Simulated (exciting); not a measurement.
# Cd: 7 runs along one coordinate

System: Cd (R-3m, 1 atom in the cell).
Method: Kohn-Sham DFT of a periodic cell, PBEsol, all-electron LAPW+lo, shipped species files, no spin polarisation (exciting sodium).

The 7 runs differ only in the geometry, by an even scaling of the cell at fixed fractional positions. The structure derives from a Materials Project entry.

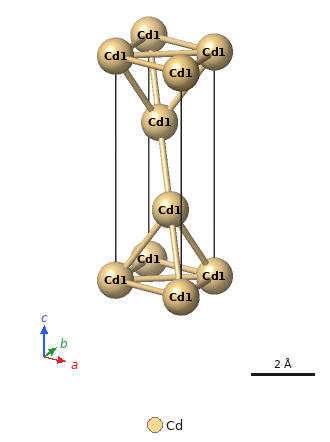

Figure 1. The structure of run 4 (ball-and-stick view of the cell 3 times as large as that of the calculation, set on its symmetry axes, seen slightly off an axis; atoms are numbered from 1 in the order of the input).

**Input of run 4**
```
<input>
  <title>Cd</title>
  <structure speciespath="./" tshift="false">
    <crystal scale="1">
      <basevect>3.038734696749 1.754414295196 4.628482405394</basevect>
      <basevect>-3.038734696749 1.754414295196 4.628482405394</basevect>
      <basevect>0.000000000000 -3.508828590391 4.628482405394</basevect>
    </crystal>
    <species speciesfile="Cd.xml" rmt="2.3">
      <atom coord="0.000000000000 0.000000000000 0.000000000000"/>
    </species>
  </structure>
  <groundstate do="fromscratch" ngridk="10 10 10" rgkmax="9" gmaxvr="14" lmaxapw="10" lmaxmat="10" lmaxvr="8" xctype="GGA_PBE_SOL" stype="Fermi Dirac" swidth="0.00183747" nempty="8" ValenceRelativity="iora*" epsengy="1e-05" epspot="1e-05" maxscl="60" tforce="true" outputlevel="normal"/>
</input>
```

Command:
```bash
OMP_NUM_THREADS=1 exciting_smp
```

Run 3 has the same physical settings and fractional positions; its lattice vectors (Å) are:
```
   1.597237    0.922165    2.432849
  -1.597237    0.922165    2.432849
   0.000000   -1.844330    2.432849
```

**Results, with one run withheld**

```tsv
run	volume per atom (Å³)	free energy per atom, from the lowest run given (meV)
1	20.623	1.43
2	21.062	0.00
3	21.500	?
4	21.939	6.84
5	22.378	14.19
6	22.817	23.29
7	23.255	34.89
```

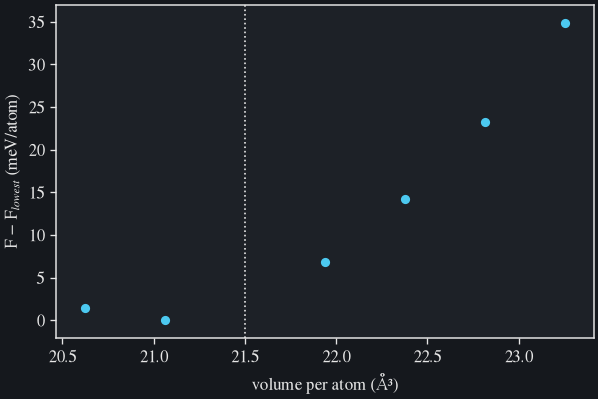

Figure 2. Free energy per atom of the runs given; the dotted line marks run 3.

Estimate the energy of run 3 from the others.

A cubic polynomial in V^(−2/3) (the Birch–Murnaghan form), fitted to the 6 runs given, misses them by at most 0.21 meV per atom. With x = V^(−2/3) − 0.12744 Å⁻², it reads F = 7.3816 − 3720.2 x + 4.6252e+05 x² + 2.5658e+06 x³ (meV per atom). At run 3 it gives 2.02 meV per atom, and the run itself gives 2.11. The fit has its minimum at 21.010 Å³ per atom, where V d²F/dV² gives 57.6 GPa. Cell shape and fractional positions are held, so this is the stiffness under even scaling; the relaxed bulk modulus wasn't computed.

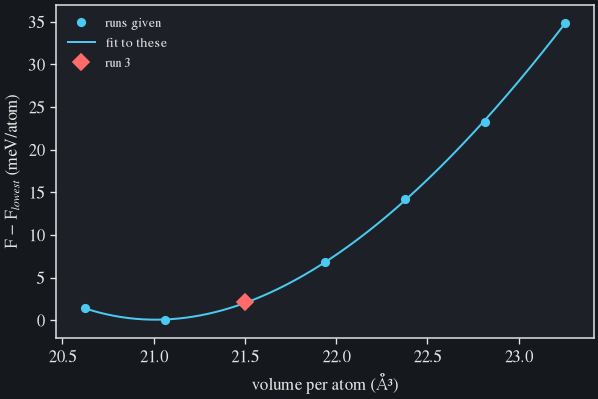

Figure 3. The fit and the withheld run.

**Some lines of the output (run 3)**
```
[...]
 Absolute change in total energy   (target) :  0.150067E-03  ( 0.100000E-04)
 Total energy                               :     -5593.43412638
 Fermi energy                               :         0.26187264
 DOS at Fermi energy (states/Ha/cell)       :         6.78265907
 Absolute change in total energy   (target) :  0.334323E-04  ( 0.100000E-04)
 Total energy                               :     -5593.43412436
 Fermi energy                               :         0.26187263
 DOS at Fermi energy (states/Ha/cell)       :         6.78266378
 Absolute change in total energy   (target) :  0.201458E-05  ( 0.100000E-04)
 Total energy                               :     -5593.43412448
 DOS at Fermi energy (states/Ha/cell)       :         6.78266399
 Absolute change in total energy   (target) :  0.117044E-06  ( 0.100000E-04)
 Total energy                               :     -5593.43412453
 DOS at Fermi energy (states/Ha/cell)       :         6.78266400
```
